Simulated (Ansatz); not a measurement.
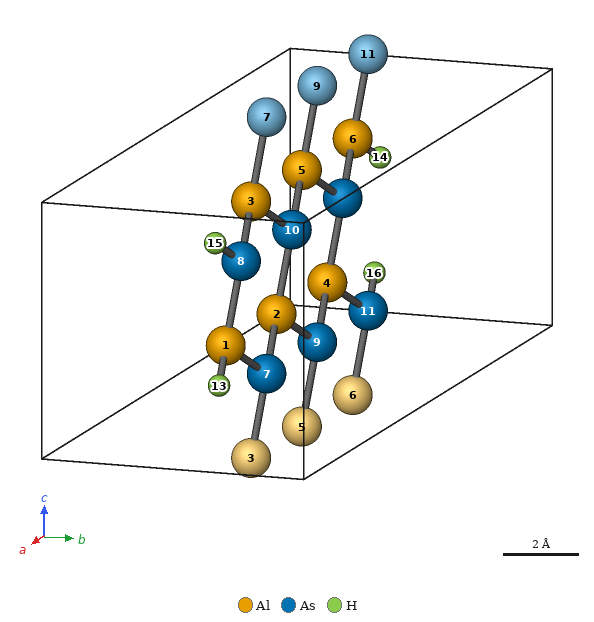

The input geometry (ball-and-stick view of the cell of the calculation, with the vacuum cut short, seen slightly off an axis; neighbours outside the cell are drawn fainter; atoms are numbered from 1 in the order of the input). An atom can appear more than once, as a periodic image.

Al3As3H2: geometry relaxation (part 1 of 3)

The run: geometry relaxation of Al3As3H2 (16 atoms in the cell). Method and program: DFT PBE, scalar-relativistic, plane waves, PAW, no spin polarisation (Ansatz 0.2.0).

It belongs to a series of runs on one base structure; here: armchair ribbon, 6 formula units a period, edges capped with H. Figures and captions count atoms from 1; the log counts them from 0 in places.

### The input
```yaml
crystal:
  lattice:
    - [21.9, 0.0, 0.0]
    - [0.0, 9.7, 0.0]
    - [0.0, 0.0, 7.0291140696]
  atoms:
    - { symbol: Al, position: [0.7316358961, 0.4774173181, 0.3333333333] }
    - { symbol: Al, position: [0.5463271792, 0.4774173181, 0.3333333333] }
    - { symbol: Al, position: [0.6389815377, 0.4774173181, 0.8333333333] }
    - { symbol: Al, position: [0.3610184623, 0.4774173181, 0.3333333333] }
    - { symbol: Al, position: [0.4536728208, 0.4774173181, 0.8333333333] }
    - { symbol: Al, position: [0.2683641039, 0.4774173181, 0.8333333333] }
    - { symbol: As, position: [0.6389815377, 0.5225826819, 0.1666666667] }
    - { symbol: As, position: [0.7316358961, 0.5225826819, 0.6666666667] }
    - { symbol: As, position: [0.4536728208, 0.5225826819, 0.1666666667] }
    - { symbol: As, position: [0.5463271792, 0.5225826819, 0.6666666667] }
    - { symbol: As, position: [0.2683641039, 0.5225826819, 0.1666666667] }
    - { symbol: As, position: [0.3610184623, 0.5225826819, 0.6666666667] }
    - { symbol: H, position: [0.7938292969, 0.5077341604, 0.2214598395] }
    - { symbol: H, position: [0.2061707031, 0.5077341604, 0.7214598395] }
    - { symbol: H, position: [0.7907196269, 0.4937816817, 0.7729464858] }
    - { symbol: H, position: [0.2092803731, 0.4937816817, 0.2729464858] }
basis:
  ecutwfc: 420
kpoints:
  mp_grid: { grid: [1, 1, 5] }
hamiltonian:
  xc: pbe
scf:
  occupations: { method: gaussian, width: 0.05 }
output:
  forces: true
  stress: true
  eigenvalues: true
  populations: true
  write_density: true
  write_potential: true
  elf: true
  volumetric_format: npy
relax:
  adjacent_minimum: "off"
  f_tol: 0.02
  max_steps: 45
  cell: { fix: [a, b, alpha, beta, gamma], stress_tol: 0.03 }
```

Hardware: 4 threads of Arm Neoverse V1, 24 GiB of memory available, shared host.

Launch command:
```bash
ansatz run input.yaml --threads 4 --pin off --max-ram 11264MiB --backend cpu --events-out ev --progress --plain --runs-dir out
```

### Log
```
Engine: ansatz 0.2.0, aarch64-unknown-linux-gnu
Pseudopotentials: kind: paw
Pseudopotential: Al, paw, valence charge 3, recommended cutoff 420 eV (normal), Al.paw.azcp
Pseudopotential: As, paw, valence charge 15, recommended cutoff 420 eV (normal), As.paw.azcp
Pseudopotential: H, paw, valence charge 1, recommended cutoff 420 eV (normal), H.paw.azcp
Functional definition: PBE
  parameter kappa = 0.804
  parameter beta = 0.06672455060314922
  exchange = pbe_x(kappa = kappa, mu = beta*pi^2/3)
  correlation = pbe_c(beta = beta)
Crystal: 16 atoms, lattice volume = 1493.195 Å³
Basis set: ecut = 420 eV, 29171 PW (Γ), exchange–correlation on 300×144×96 points (8 copies of the dense FFT grid, shifted against one another)
Bands: 72, of which v1, the nominal top of the filled ones, is band 56 counted from 1 (55 counted from 0)
Symmetry: 2 space group operations
Space group: Pc (ITA 7), of the structure as read, at distance tolerance 1.1e-4 Å
k-points: 3 of 5 (time reversal used)
Non-local potential: Al, projectors of the file, l = 0: 2, l = 1: 2, l = 2: 1
Non-local potential: As, projectors of the file, l = 0: 2, l = 1: 2, l = 2: 3, l = 3: 1
Non-local potential: H, projectors of the file, l = 0: 2, l = 1: 1
PAW form: soft (Blöchl's): semilocal exchange-correlation on the pseudo side does not see the compensation charge
PAW one-centre angular grid: Al, 110 points (default); XC on 64 Gauss nodes
PAW one-centre angular grid: As, 590 points (default); XC on 64 Gauss nodes
PAW one-centre angular grid: H, 110 points (default); XC on 64 Gauss nodes
Initial density: superposition of atomic densities (neutral atoms: chi_scale 0, normalization atom), corrected by the library's trained network
Initial wavefunctions: pseudopotential atomic-orbital guess
Functional: x = pbe(κ = 0.804, μ = 0.2195149727645171), c = pbe(β = 0.06672455060314922)
SCF iter   1: F=—  HF=-32423.203087 eV  |F-HF|=—  |Δ(HF+E_count)|=         —  Δρ=1.68e-3  dr2=7.82e-2  ethr=1.77e-3  ⟨swp⟩=8.3  Hψ=976  notcnv=0  defer=3
preconditioner: auto → Resta (q_TF=auto, 1.772 Å⁻¹)  ε∞=1.8  [insulator: Δε(μ)=2.175 eV  Ē_g=7.727 eV  σ=0.050 eV  W_gap=1.00  n_scr=130 (ndim 8)  ℏωp=6.9 eV  f_vac=0.682  D(μ)=0.00/eV (n_scr^D=0)  ε∞_Penn≈1.8  vacuum switching on, ρ_ref=4.3e-3 e/Å³]
SCF iter   2: F=—  HF=-32423.205686 eV  |F-HF|=—  |Δ(HF+E_count)|=   2.60e-3  Δρ=7.21e-4  dr2=1.16e-2  ethr=6.98e-5  ⟨swp⟩=2.0  Hψ=326  notcnv=0  defer=26
SCF iter   3: F=—  HF=-32423.211999 eV  |F-HF|=—  |Δ(HF+E_count)|=   6.31e-3  Δρ=2.43e-4  dr2=3.41e-3  ethr=1.04e-5  ⟨swp⟩=2.0  Hψ=290  notcnv=0  defer=26
SCF iter   4: F=—  HF=-32423.212091 eV  |F-HF|=—  |Δ(HF+E_count)|=   9.22e-5  Δρ=1.02e-4  dr2=4.76e-4  ethr=3.05e-6  ⟨swp⟩=2.0  Hψ=237  notcnv=0  defer=26
SCF iter   5: F=—  HF=-32423.212189 eV  |F-HF|=—  |Δ(HF+E_count)|=   9.78e-5  Δρ=3.71e-5  dr2=2.43e-5  ethr=4.25e-7  ⟨swp⟩=2.0  Hψ=235  notcnv=0  defer=26
SCF iter   6: F=—  HF=-32423.212076 eV  |F-HF|=—  |Δ(HF+E_count)|=   1.13e-4  Δρ=1.06e-5  dr2=3.71e-6  ethr=2.17e-8  ⟨swp⟩=2.0  Hψ=294  notcnv=0  defer=26
SCF iter   7: F=—  HF=-32423.212077 eV  |F-HF|=—  |Δ(HF+E_count)|=   9.86e-7  Δρ=3.20e-6  dr2=1.62e-7  ethr=3.31e-9  ⟨swp⟩=2.0  Hψ=250  notcnv=0  defer=26
SCF iter   8: F=-32423.212078 eV  HF=-32423.212078 eV  |F-HF|=8.96e-9  |Δ(HF+E_count)|=   4.63e-7  Δρ=7.68e-7  dr2=1.55e-8  ethr=8.93e-11  ⟨swp⟩=24.7  Hψ=1718  notcnv=0
SCF 1 converged in 8 iterations: F = -32423.212078 eV  dr2 = 1.55e-8
  greatest PAW one-centre occupation: 0.999 electrons in one spin orbital (limit 2), on the As atom at site 10 (counted from 0), in its partial waves of l = 2
relax step   1: F+E_penalty+E_count = -32423.21207762 eV  Δ(F+E_penalty+E_count) = +0.000e0 eV  max|allowed force component| = 3.347e-1 eV/Å  Δτ_max = 0.0000 Å  P = -0.088 GPa  Ω = 1493.195 Å³  fix = [a, b, alpha, beta, gamma]  reactions: a -0.202, b +0.021 GPa; alpha +0.007 GPa/rad  (8 SCF iters, dr2 threshold 1.00e-7 eV, accepted)
Crystal: 16 atoms, lattice volume = 1494.174 Å³
Basis set: ecut = 420 eV, 29179 PW (Γ), exchange–correlation on 300×144×96 points (8 copies of the dense FFT grid, shifted against one another)
Initial density: handed on by an earlier stage of this run
Initial wavefunctions: those handed on with the density
iter 1 solved again at ethr=2.30e-4 eV; its pass at ethr=3.10e-3 eV (dr2=2.57e-1 eV) is discarded
SCF iter   1: F=—  HF=-32423.475135 eV  |F-HF|=—  |Δ(HF+E_count)|=         —  Δρ=4.60e-3  dr2=2.59e-1  ethr=2.30e-4  ⟨swp⟩=3.7  Hψ=1054  notcnv=0
preconditioner: auto → Resta (q_TF=auto, 1.772 Å⁻¹)  ε∞=1.8  [insulator: Δε(μ)=2.199 eV  Ē_g=7.777 eV  σ=0.050 eV  W_gap=1.00  n_scr=130 (ndim 8)  ℏωp=6.9 eV  f_vac=0.681  D(μ)=0.00/eV (n_scr^D=0)  ε∞_Penn≈1.8  vacuum switching on, ρ_ref=4.4e-3 e/Å³]
SCF iter   2: F=—  HF=-32423.434514 eV  |F-HF|=—  |Δ(HF+E_count)|=   4.06e-2  Δρ=2.20e-3  dr2=5.29e-2  ethr=2.30e-4  ⟨swp⟩=3.7  Hψ=343  notcnv=0
SCF iter   3: F=—  HF=-32423.435021 eV  |F-HF|=—  |Δ(HF+E_count)|=   5.07e-4  Δρ=6.15e-4  dr2=2.72e-2  ethr=4.72e-5  ⟨swp⟩=3.7  Hψ=355  notcnv=0
SCF iter   4: F=—  HF=-32423.429815 eV  |F-HF|=—  |Δ(HF+E_count)|=   5.21e-3  Δρ=1.60e-4  dr2=5.68e-4  ethr=2.43e-5  ⟨swp⟩=2.7  Hψ=298  notcnv=0  defer=4
SCF iter   5: F=—  HF=-32423.429939 eV  |F-HF|=—  |Δ(HF+E_count)|=   1.24e-4  Δρ=6.13e-5  dr2=7.32e-5  ethr=5.07e-7  ⟨swp⟩=2.0  Hψ=290  notcnv=0  defer=4
SCF iter   6: F=—  HF=-32423.429960 eV  |F-HF|=—  |Δ(HF+E_count)|=   2.07e-5  Δρ=1.38e-5  dr2=4.86e-6  ethr=6.54e-8  ⟨swp⟩=2.0  Hψ=266  notcnv=0  defer=4
SCF iter   7: F=-32423.429962 eV  HF=-32423.429961 eV  |F-HF|=1.96e-7  |Δ(HF+E_count)|=   1.87e-6  Δρ=4.44e-6  dr2=4.65e-7  ethr=1.43e-9  ⟨swp⟩=19.0  Hψ=2089  notcnv=0
SCF 2 converged in 7 iterations: F = -32423.429962 eV  dr2 = 4.65e-7
relax step   2: F+E_penalty+E_count = -32423.42996159 eV  Δ(F+E_penalty+E_count) = -2.179e-1 eV  max|allowed force component| = 3.529e-1 eV/Å  Δτ_max = 0.1937 Å  P = -0.040 GPa  Ω = 1494.174 Å³  energy of the carried Pulay correction = -6.522e-5 eV  fix = [a, b, alpha, beta, gamma]  reactions: a -0.088, b +0.034 GPa; alpha -0.016 GPa/rad  (7 SCF iters, dr2 threshold 1.60e-6 eV, accepted)
[... from here on the SCF iterations and repeated set-up lines of each step are left out, up to the last step ...]
SCF 3 converged in 7 iterations: F = -32423.561935 eV  dr2 = 2.84e-7
relax step   3: F+E_penalty+E_count = -32423.56193455 eV  Δ(F+E_penalty+E_count) = -1.320e-1 eV  max|allowed force component| = 4.012e-1 eV/Å  Δτ_max = 0.1743 Å  P = -0.020 GPa  Ω = 1492.643 Å³  energy of the carried Pulay correction = +3.680e-5 eV  fix = [a, b, alpha, beta, gamma]  reactions: a -0.079, b +0.036 GPa; alpha -0.024 GPa/rad  (7 SCF iters, dr2 threshold 1.60e-6 eV, accepted)
SCF 4 converged in 7 iterations: F = -32423.731991 eV  dr2 = 6.98e-7
relax step   4: F+E_penalty+E_count = -32423.73199101 eV  Δ(F+E_penalty+E_count) = -1.701e-1 eV  max|allowed force component| = 3.029e-1 eV/Å  Δτ_max = 0.1953 Å  P = -0.021 GPa  Ω = 1489.116 Å³  energy of the carried Pulay correction = +2.722e-4 eV  fix = [a, b, alpha, beta, gamma]  reactions: a -0.051, b +0.014 GPa; alpha -0.020 GPa/rad  (7 SCF iters, dr2 threshold 1.60e-6 eV, accepted)
SCF 5 converged in 7 iterations: F = -32423.810906 eV  dr2 = 5.92e-7
relax step   5: F+E_penalty+E_count = -32423.81090605 eV  Δ(F+E_penalty+E_count) = -7.892e-2 eV  max|allowed force component| = 1.560e-1 eV/Å  Δτ_max = 0.2000 Å  P = -0.003 GPa  Ω = 1486.297 Å³  energy of the carried Pulay correction = +4.607e-4 eV  fix = [a, b, alpha, beta, gamma]  reactions: a -0.017, b +0.023 GPa; alpha -0.003 GPa/rad  (7 SCF iters, dr2 threshold 1.60e-6 eV, accepted)
SCF 6 converged in 7 iterations: F = -32423.862696 eV  dr2 = 6.33e-7
relax step   6: F+E_penalty+E_count = -32423.86269554 eV  Δ(F+E_penalty+E_count) = -5.179e-2 eV  max|allowed force component| = 2.130e-1 eV/Å  Δτ_max = 0.1975 Å  P = -0.077 GPa  Ω = 1483.111 Å³  energy of the carried Pulay correction = +6.742e-4 eV  fix = [a, b, alpha, beta, gamma]  reactions: a -0.122, b -0.027 GPa; alpha -0.012 GPa/rad  (7 SCF iters, dr2 threshold 1.52e-6 eV, accepted)
SCF 7 converged in 7 iterations: F = -32423.917337 eV  dr2 = 7.81e-7
relax step   7: F+E_penalty+E_count = -32423.91733691 eV  Δ(F+E_penalty+E_count) = -5.464e-2 eV  max|allowed force component| = 1.055e-1 eV/Å  Δτ_max = 0.2000 Å  P = -0.037 GPa  Ω = 1481.060 Å³  energy of the carried Pulay correction = +8.120e-4 eV  fix = [a, b, alpha, beta, gamma]  reactions: a -0.073, b +0.005 GPa; alpha -0.003 GPa/rad  (7 SCF iters, dr2 threshold 1.60e-6 eV, accepted)
SCF 8 converged in 8 iterations: F = -32423.964277 eV  dr2 = 9.50e-8
relax step   8: F+E_penalty+E_count = -32423.96427675 eV  Δ(F+E_penalty+E_count) = -4.694e-2 eV  max|allowed force component| = 1.325e-1 eV/Å  Δτ_max = 0.1938 Å  P = -0.048 GPa  Ω = 1477.686 Å³  energy of the carried Pulay correction = +1.039e-3 eV  fix = [a, b, alpha, beta, gamma]  reactions: a -0.106, b -0.003 GPa; alpha -0.002 GPa/rad  (8 SCF iters, dr2 threshold 6.96e-7 eV, accepted)
SCF 9 converged in 7 iterations: F = -32424.002887 eV  dr2 = 9.65e-7
relax step   9: F+E_penalty+E_count = -32424.00288653 eV  Δ(F+E_penalty+E_count) = -3.861e-2 eV  max|allowed force component| = 1.747e-1 eV/Å  Δτ_max = 0.1988 Å  P = -0.021 GPa  Ω = 1474.590 Å³  energy of the carried Pulay correction = +1.248e-3 eV  fix = [a, b, alpha, beta, gamma]  reactions: a -0.125, b +0.077 GPa; alpha -0.029 GPa/rad  (7 SCF iters, dr2 threshold 1.10e-6 eV, accepted)
SCF 10 converged in 7 iterations: F = -32424.042046 eV  dr2 = 8.20e-7
relax step  10: F+E_penalty+E_count = -32424.04204606 eV  Δ(F+E_penalty+E_count) = -3.916e-2 eV  max|allowed force component| = 1.900e-1 eV/Å  Δτ_max = 0.1910 Å  P = -0.113 GPa  Ω = 1471.499 Å³  energy of the carried Pulay correction = +1.456e-3 eV  fix = [a, b, alpha, beta, gamma]  reactions: a -0.204, b -0.052 GPa; alpha +0.007 GPa/rad  (7 SCF iters, dr2 threshold 1.60e-6 eV, accepted)
SCF 11 converged in 7 iterations: F = -32424.087135 eV  dr2 = 1.19e-6
relax step  11: F+E_penalty+E_count = -32424.08713487 eV  Δ(F+E_penalty+E_count) = -4.509e-2 eV  max|allowed force component| = 1.438e-1 eV/Å  Δτ_max = 0.1902 Å  P = -0.086 GPa  Ω = 1468.987 Å³  energy of the carried Pulay correction = +1.626e-3 eV  fix = [a, b, alpha, beta, gamma]  reactions: a -0.192, b -0.024 GPa; alpha -0.020 GPa/rad  (7 SCF iters, dr2 threshold 1.60e-6 eV, accepted)
SCF 12 converged in 7 iterations: F = -32424.130924 eV  dr2 = 8.25e-7
relax step  12: F+E_penalty+E_count = -32424.13092422 eV  Δ(F+E_penalty+E_count) = -4.379e-2 eV  max|allowed force component| = 6.666e-2 eV/Å  Δτ_max = 0.1941 Å  P = -0.049 GPa  Ω = 1467.616 Å³  energy of the carried Pulay correction = +1.719e-3 eV  fix = [a, b, alpha, beta, gamma]  reactions: a -0.124, b +0.013 GPa; alpha +0.001 GPa/rad  (7 SCF iters, dr2 threshold 1.29e-6 eV, accepted)
SCF 13 converged in 8 iterations: F = -32424.169229 eV  dr2 = 8.37e-8
relax step  13: F+E_penalty+E_count = -32424.16922860 eV  Δ(F+E_penalty+E_count) = -3.830e-2 eV  max|allowed force component| = 1.191e-1 eV/Å  Δτ_max = 0.1929 Å  P = -0.064 GPa  Ω = 1465.318 Å³  energy of the carried Pulay correction = +1.875e-3 eV  fix = [a, b, alpha, beta, gamma]  reactions: a -0.128, b -0.022 GPa; alpha +0.006 GPa/rad  (8 SCF iters, dr2 threshold 2.78e-7 eV, accepted)
SCF 14 converged in 8 iterations: F = -32424.207977 eV  dr2 = 8.00e-8
relax step  14: F+E_penalty+E_count = -32424.20797686 eV  Δ(F+E_penalty+E_count) = -3.875e-2 eV  max|allowed force component| = 7.099e-2 eV/Å  Δτ_max = 0.1954 Å  P = -0.037 GPa  Ω = 1463.568 Å³  energy of the carried Pulay correction = +1.994e-3 eV  fix = [a, b, alpha, beta, gamma]  reactions: a -0.080, b +0.001 GPa; alpha +0.003 GPa/rad  (8 SCF iters, dr2 threshold 8.86e-7 eV, accepted)
SCF 15 converged in 8 iterations: F = -32424.240136 eV  dr2 = 7.41e-8
relax step  15: F+E_penalty+E_count = -32424.24013564 eV  Δ(F+E_penalty+E_count) = -3.216e-2 eV  max|allowed force component| = 1.371e-1 eV/Å  Δτ_max = 0.1946 Å  P = -0.065 GPa  Ω = 1461.210 Å³  energy of the carried Pulay correction = +2.155e-3 eV  fix = [a, b, alpha, beta, gamma]  reactions: a -0.101, b -0.047 GPa; alpha -0.007 GPa/rad  (8 SCF iters, dr2 threshold 3.15e-7 eV, accepted)
SCF 16 converged in 7 iterations: F = -32424.270129 eV  dr2 = 9.77e-7
relax step  16: F+E_penalty+E_count = -32424.27012855 eV  Δ(F+E_penalty+E_count) = -2.999e-2 eV  max|allowed force component| = 1.800e-1 eV/Å  Δτ_max = 0.1949 Å  P = -0.046 GPa  Ω = 1458.820 Å³  energy of the carried Pulay correction = +2.317e-3 eV  fix = [a, b, alpha, beta, gamma]  reactions: a -0.072, b -0.034 GPa; alpha -0.013 GPa/rad  (7 SCF iters, dr2 threshold 1.17e-6 eV, accepted)
SCF 17 converged in 7 iterations: F = -32424.296677 eV  dr2 = 1.01e-6
relax step  17: F+E_penalty+E_count = -32424.29667744 eV  Δ(F+E_penalty+E_count) = -2.655e-2 eV  max|allowed force component| = 1.939e-1 eV/Å  Δτ_max = 0.1967 Å  P = -0.070 GPa  Ω = 1456.286 Å³  energy of the carried Pulay correction = +2.490e-3 eV  fix = [a, b, alpha, beta, gamma]  reactions: a -0.085, b -0.081 GPa; alpha -0.008 GPa/rad  (7 SCF iters, dr2 threshold 1.60e-6 eV, accepted)
SCF 18 converged in 7 iterations: F = -32424.324616 eV  dr2 = 9.85e-7
relax step  18: F+E_penalty+E_count = -32424.32461570 eV  Δ(F+E_penalty+E_count) = -2.794e-2 eV  max|allowed force component| = 9.230e-2 eV/Å  Δτ_max = 0.1927 Å  P = -0.036 GPa  Ω = 1453.921 Å³  energy of the carried Pulay correction = +2.652e-3 eV  fix = [a, b, alpha, beta, gamma]  reactions: a -0.065, b -0.023 GPa; alpha +0.004 GPa/rad  (7 SCF iters, dr2 threshold 1.60e-6 eV, accepted)
SCF 19 converged in 8 iterations: F = -32424.345608 eV  dr2 = 6.07e-8
relax step  19: F+E_penalty+E_count = -32424.34560841 eV  Δ(F+E_penalty+E_count) = -2.099e-2 eV  max|allowed force component| = 1.089e-1 eV/Å  Δτ_max = 0.1950 Å  P = -0.059 GPa  Ω = 1451.094 Å³  energy of the carried Pulay correction = +2.846e-3 eV  fix = [a, b, alpha, beta, gamma]  reactions: a -0.069, b -0.070 GPa; alpha -0.014 GPa/rad  (8 SCF iters, dr2 threshold 5.33e-7 eV, accepted)
SCF 20 converged in 7 iterations: F = -32424.349954 eV  dr2 = 4.91e-7
relax step  20: F+E_penalty+E_count = -32424.34995397 eV  Δ(F+E_penalty+E_count) = -4.346e-3 eV  max|allowed force component| = 1.517e-1 eV/Å  Δτ_max = 0.1921 Å  P = -0.027 GPa  Ω = 1449.424 Å³  energy of the carried Pulay correction = +2.960e-3 eV  fix = [a, b, alpha, beta, gamma]  reactions: a -0.076, b +0.034 GPa; alpha +0.021 GPa/rad  (7 SCF iters, dr2 threshold 7.41e-7 eV, accepted)
SCF 21 converged in 8 iterations: F = -32424.381639 eV  dr2 = 9.24e-8
relax step  21: F+E_penalty+E_count = -32424.38163879 eV  Δ(F+E_penalty+E_count) = -3.168e-2 eV  max|allowed force component| = 1.562e-1 eV/Å  Δτ_max = 0.1911 Å  P = -0.087 GPa  Ω = 1445.966 Å³  energy of the carried Pulay correction = +3.198e-3 eV  fix = [a, b, alpha, beta, gamma]  reactions: a -0.099, b -0.109 GPa; alpha -0.013 GPa/rad  (8 SCF iters, dr2 threshold 1.44e-6 eV, accepted)
SCF 22 converged in 7 iterations: F = -32424.396760 eV  dr2 = 1.04e-6
relax step  22: F+E_penalty+E_count = -32424.39675984 eV  Δ(F+E_penalty+E_count) = -1.512e-2 eV  max|allowed force component| = 2.694e-1 eV/Å  Δτ_max = 0.1948 Å  P = -0.030 GPa  Ω = 1443.321 Å³  energy of the carried Pulay correction = +3.380e-3 eV  fix = [a, b, alpha, beta, gamma]  reactions: a -0.042, b -0.032 GPa; alpha +0.003 GPa/rad  (7 SCF iters, dr2 threshold 1.53e-6 eV, accepted)
SCF 23 converged in 7 iterations: F = -32424.415559 eV  dr2 = 8.39e-7
relax step  23: F+E_penalty+E_count = -32424.41555905 eV  Δ(F+E_penalty+E_count) = -1.880e-2 eV  max|allowed force component| = 1.033e-1 eV/Å  Δτ_max = 0.1922 Å  P = -0.078 GPa  Ω = 1441.074 Å³  energy of the carried Pulay correction = +3.535e-3 eV  fix = [a, b, alpha, beta, gamma]  reactions: a -0.082, b -0.105 GPa; alpha +0.007 GPa/rad  (7 SCF iters, dr2 threshold 1.60e-6 eV, accepted)
SCF 24 converged in 8 iterations: F = -32424.429427 eV  dr2 = 9.78e-8
relax step  24: F+E_penalty+E_count = -32424.42942675 eV  Δ(F+E_penalty+E_count) = -1.387e-2 eV  max|allowed force component| = 1.186e-1 eV/Å  Δτ_max = 0.1933 Å  P = -0.059 GPa  Ω = 1438.352 Å³  energy of the carried Pulay correction = +3.723e-3 eV  fix = [a, b, alpha, beta, gamma]  reactions: a -0.065, b -0.091 GPa; alpha +0.013 GPa/rad  (8 SCF iters, dr2 threshold 6.67e-7 eV, accepted)
SCF 25 converged in 8 iterations: F = -32424.442221 eV  dr2 = 1.26e-7
relax step  25: F+E_penalty+E_count = -32424.44222081 eV  Δ(F+E_penalty+E_count) = -1.279e-2 eV  max|allowed force component| = 4.161e-2 eV/Å  Δτ_max = 0.1946 Å  P = -0.034 GPa  Ω = 1435.748 Å³  energy of the carried Pulay correction = +3.903e-3 eV  fix = [a, b, alpha, beta, gamma]  reactions: a -0.040, b -0.061 GPa; alpha -0.002 GPa/rad  (8 SCF iters, dr2 threshold 8.79e-7 eV, accepted)
SCF 26 converged in 9 iterations: F = -32424.448110 eV  dr2 = 1.08e-8
relax step  26: F+E_penalty+E_count = -32424.44810988 eV  Δ(F+E_penalty+E_count) = -5.889e-3 eV  max|allowed force component| = 1.143e-1 eV/Å  Δτ_max = 0.1937 Å  P = -0.058 GPa  Ω = 1433.112 Å³  energy of the carried Pulay correction = +4.086e-3 eV  fix = [a, b, alpha, beta, gamma]  reactions: a -0.040, b -0.110 GPa; alpha -0.011 GPa/rad  (9 SCF iters, dr2 threshold 1.08e-7 eV, accepted)
SCF 27 converged in 7 iterations: F = -32424.451933 eV  dr2 = 7.67e-7
relax step  27: F+E_penalty+E_count = -32424.45193317 eV  Δ(F+E_penalty+E_count) = -3.823e-3 eV  max|allowed force component| = 1.370e-1 eV/Å  Δτ_max = 0.1547 Å  P = -0.007 GPa  Ω = 1431.102 Å³  energy of the carried Pulay correction = +4.226e-3 eV  fix = [a, b, alpha, beta, gamma]  reactions: a +0.005, b -0.022 GPa; alpha -0.017 GPa/rad  (7 SCF iters, dr2 threshold 8.17e-7 eV, accepted)
SCF 28 converged in 7 iterations: F = -32424.453830 eV  dr2 = 4.29e-7
```
